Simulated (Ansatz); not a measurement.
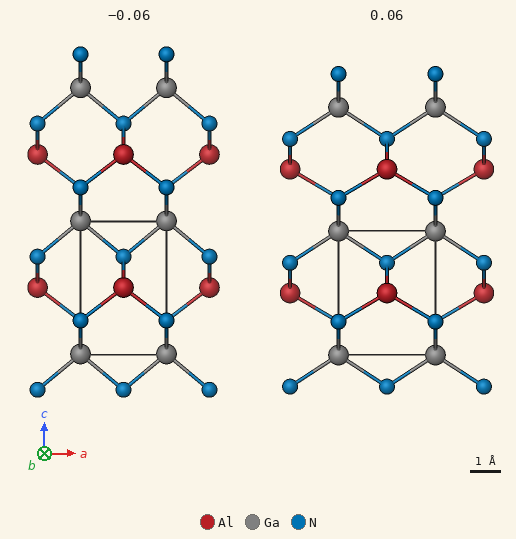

Solid AlGaN$_{2}$ (set up in P-4m2), under uniaxial strain along a (b, c and atoms relaxed), with energies (extrapolated to zero smearing) counted from the relaxed crystal, which is the row at zero. The picture shows the first and the last member. The picture is a ball-and-stick view of the cell of the calculation, repeated 1 × 1 × 2 with one cell outlined, seen along the b axis.

Computed with Ansatz 0.2.0: DFT r2SCAN, scalar-relativistic, plane waves, PAW. Set-up: plane-wave cutoff 500 eV; k-point mesh 8 × 8 × 6; occupations gaussian; smearing width 0.02 eV; no spin polarisation; force threshold 0.008 eV/Å.

```json
{"strain": "−0.06", "energy (meV/atom)": "43.95", "a (Å)": "2.950", "b (Å)": "3.121", "c (Å)": "4.568", "band gap (eV)": "3.15"}
{"strain": "−0.04", "energy (meV/atom)": "18.74", "a (Å)": "3.013", "b (Å)": "3.126", "c (Å)": "4.522", "band gap (eV)": "3.26"}
{"strain": "−0.02", "energy (meV/atom)": "4.50", "a (Å)": "3.076", "b (Å)": "3.132", "c (Å)": "4.474", "band gap (eV)": "3.33"}
{"strain": "0.0", "energy (meV/atom)": "0.00", "a (Å)": "3.139", "b (Å)": "3.139", "c (Å)": "4.422", "band gap (eV)": "3.37"}
{"strain": "0.02", "energy (meV/atom)": "4.15", "a (Å)": "3.201", "b (Å)": "3.146", "c (Å)": "4.368", "band gap (eV)": "3.25"}
{"strain": "0.04", "energy (meV/atom)": "?", "a (Å)": "?", "b (Å)": "?", "c (Å)": "?", "band gap (eV)": "?"}
{"strain": "0.06", "energy (meV/atom)": "34.32", "a (Å)": "3.327", "b (Å)": "3.162", "c (Å)": "4.251", "band gap (eV)": "3.00"}
```

Q: Fill in the missing row.

A: A parabola through three neighbouring rows (0.0, 0.02, 0.06) gives, with Lagrange weights, (−0.3333)(0.00) + (1.0000)(4.15) + (0.3333)(34.32) = 15.59 meV/atom. The calculation gives 15.92 meV/atom (a = 3.264 Å, b = 3.153 Å, c = 4.311 Å). The estimate is 0.33 meV/atom too low. For the gap a parabola through the rows 0.0, 0.02, 0.06 gives 3.13 eV, and the calculation 3.12 eV (semilocal gaps, lower than measured ones as a rule). From the first member to the last: Al–N 1.859 → 1.932 Å, Ga–N 1.919 → 1.985 Å, Ga–N 1.938 → 1.952 Å.

The whole series:

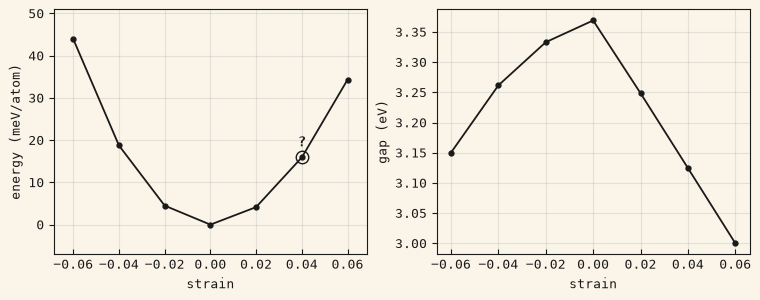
